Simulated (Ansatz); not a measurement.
# A series of single points on ZnCu

System: ZnCu (P4/mmm, 2 atoms in the cell).
Method: DFT PBEsol, scalar-relativistic, plane waves, PAW, no spin polarisation (Ansatz 0.2.0).

The 5 runs differ only in the geometry, by a strain of the cell at fixed fractional positions. Against run 3, the strain is εxx = η and εyy = η. The structure derives from an entry of the Crystallography Open Database.

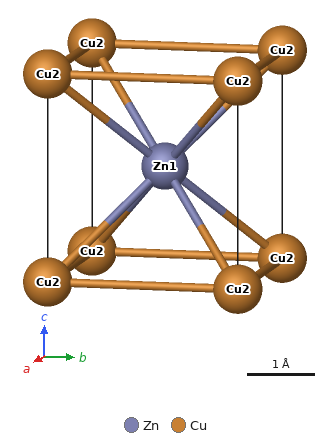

Figure 1. The structure of run 3 (ball-and-stick view of the cell of the calculation, seen slightly off an axis; atoms are numbered from 1 in the order of the input). An atom can appear more than once, as a periodic image.

## Input of run 3
```yaml
crystal:
  lattice:
    - [2.945, 0.0, 0.0]
    - [0.0, 2.945, 0.0]
    - [0.0, 0.0, 3.1806]
  atoms:
    - { symbol: Zn, position: [0.5, 0.5, 0.5] }
    - { symbol: Cu, position: [0.0, 0.0, 0.0] }
basis:
  ecutwfc: 420
kpoints:
  mp_grid: { grid: [16, 16, 16] }
hamiltonian:
  xc: pbesol
scf:
  occupations: { method: gaussian, width: 0.15 }
output:
  forces: true
  stress: true
  eigenvalues: true
```

Command:
```bash
ansatz run input.yaml --threads 1 --pin off --max-ram 2560MiB --backend cpu --events-out ev --progress --plain --runs-dir out
```

Lattice vectors (Å) and fractional positions of run 3:
```
   2.945000    0.000000    0.000000
   0.000000    2.945000    0.000000
   0.000000    0.000000    3.180600
Zn  0.500000  0.500000  0.500000
Cu  0.000000  0.000000  0.000000
```

Run 2 differs from it as follows:
```diff
-    - [2.945, 0.0, 0.0]
-    - [0.0, 2.945, 0.0]
+    - [2.8272, 0.0, 0.0]
+    - [0.0, 2.8272, 0.0]
```

## Results, with one run withheld

| run | strain parameter η (%) | free energy per atom, from the lowest run given (meV) | pressure (GPa) |
| --- | --- | --- | --- |
| 1 | −8.0000 | 0.00 | 8.24 |
| 2 | −4.0000 | ? | ? |
| 3 | 0.0000 | 46.62 | −11.77 |
| 4 | 4.0000 | 146.42 | −16.30 |
| 5 | 8.0000 | 275.31 | −18.70 |

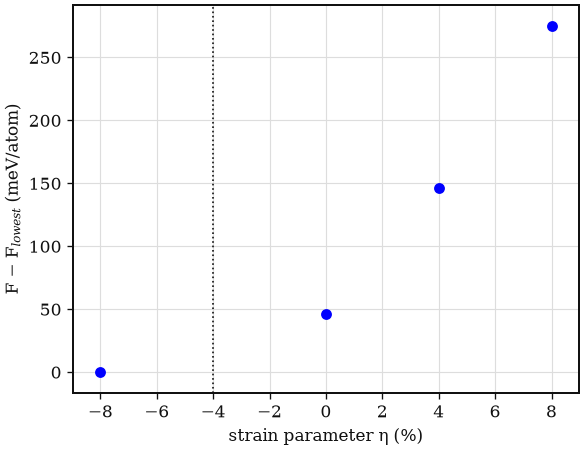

Figure 2. Free energy per atom of the runs given; the dotted line marks run 2.

Estimate the energy of run 2 from the others.

A quadratic polynomial in the coordinate, fitted to the 4 runs given, misses them by at most 4.78 meV per atom. With x = η − 1.0000, it reads F = 68.936 + 20.108 x + 1.3758 x² (meV per atom). At run 2 it gives 2.79 meV per atom, and the run itself gives −9.78. The fit has its minimum at η = −6.3077 %. The fit misses that run by 12.57 meV per atom.

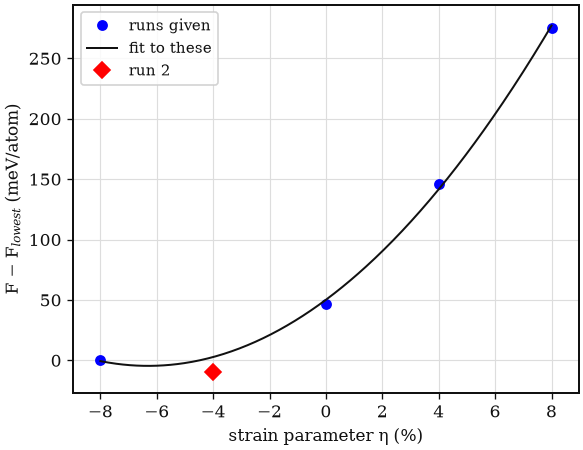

Figure 3. The fit and the withheld run.

## Output, shortened to warnings, some set-up lines, iterations and results (run 2)
```
Basis set: ecut = 420 eV, 495 PW (Γ), exchange–correlation on 40×40×48 points (8 copies of the dense FFT grid, shifted against one another)
Symmetry: 16 space group operations
k-points: 405 of 4096
Initial density: superposition of atomic densities (neutral atoms: chi_scale 0, normalization atom), corrected by the library's trained network
[...]
SCF iter   1: F=—  HF=-9869.879246 eV  |F-HF|=—  |Δ(HF+E_count)|=         —  Δρ=1.40e-2  dr2=2.74e-2  ethr=1.77e-3  ⟨swp⟩=5.0  Hψ=33904  notcnv=0
SCF iter   2: F=—  HF=-9869.874041 eV  |F-HF|=—  |Δ(HF+E_count)|=   5.20e-3  Δρ=3.02e-3  dr2=1.55e-3  ethr=8.85e-5  ⟨swp⟩=2.1  Hψ=13846  notcnv=0
SCF iter   3: F=—  HF=-9869.873699 eV  |F-HF|=—  |Δ(HF+E_count)|=   3.42e-4  Δρ=9.82e-4  dr2=1.44e-4  ethr=4.99e-6  ⟨swp⟩=1.1  Hψ=8017  notcnv=0
SCF iter   4: F=—  HF=-9869.873652 eV  |F-HF|=—  |Δ(HF+E_count)|=   4.66e-5  Δρ=2.24e-4  dr2=6.74e-6  ethr=4.63e-7  ⟨swp⟩=2.1  Hψ=11971  notcnv=0
SCF iter   5: F=—  HF=-9869.873632 eV  |F-HF|=—  |Δ(HF+E_count)|=   2.03e-5  Δρ=4.52e-5  dr2=2.18e-7  ethr=2.18e-8  ⟨swp⟩=2.0  Hψ=12137  notcnv=0
SCF iter   6: F=-9869.873632 eV  HF=-9869.873632 eV  |F-HF|=1.04e-8  |Δ(HF+E_count)|=   2.70e-7  Δρ=7.00e-6  dr2=3.11e-9  ethr=3.23e-10  ⟨swp⟩=6.1  Hψ=37015  notcnv=0
SCF 1 converged in 6 iterations: F = -9869.873632 eV  dr2 = 3.11e-9
SCF converged after 6 iterations
Free energy (F): -9869.873632 eV
Harris-Foulkes:  -9869.873632 eV  (|F-HF|=1.04e-8)
Internal energy: -9869.867681 eV  (E = F + TS)
E sigma→0 (E₀):  -9869.870657 eV
Entropy (-TS):   -0.005951 eV (-2.975 meV/atom)
Fermi energy:    14.414767 eV
--- Per-component energies (eV) ---
  E_band       = -319.260073
  E_kinetic    = 432.028747
  E_local      = -5784.918585  (includes V_loc(G=0)·N_el)
  E_nonlocal   = 1004.069623
  E_hartree    = 2520.312716
  E_xc         = -225.817721
  E_vxc        = -169.330748  (∫ρ·V_xc dr)
  E_paw        = -3414.831547  (= ΣΔE_a)
  E_vpaw       = -841.733293  (= ΣTr[D̂ρ^β])
  E_aug_tail   = -0.000105  (compensation charges beyond the density's cutoff)
  E_ewald      = -4401.714366
  E_core_change = 1.003557  (= ΣΔE_core)
  E_smearing   = -0.005951  (= −TS)
  E_closure    = 0.000000  (closes the sum)
  Σ components = -9869.873632   (vs F -9869.873632, Δ=0.00e0)
--- Forces (eV/Å), atoms counted from 1 ---
  atom   1  Zn     0.00000000     0.00000000     0.00000000
  atom   2  Cu     0.00000000    -0.00000000     0.00000000
  max |Σ_I F_I| component: 3.16e-30 eV/Å
--- Stress (GPa, compression-positive) ---
       -4.262947       0.000000       0.000000
        0.000000      -4.262947       0.000000
        0.000000       0.000000      -3.731791
  P = ⅓ Tr σ = -4.0859 GPa (-40.859 kbar)
```
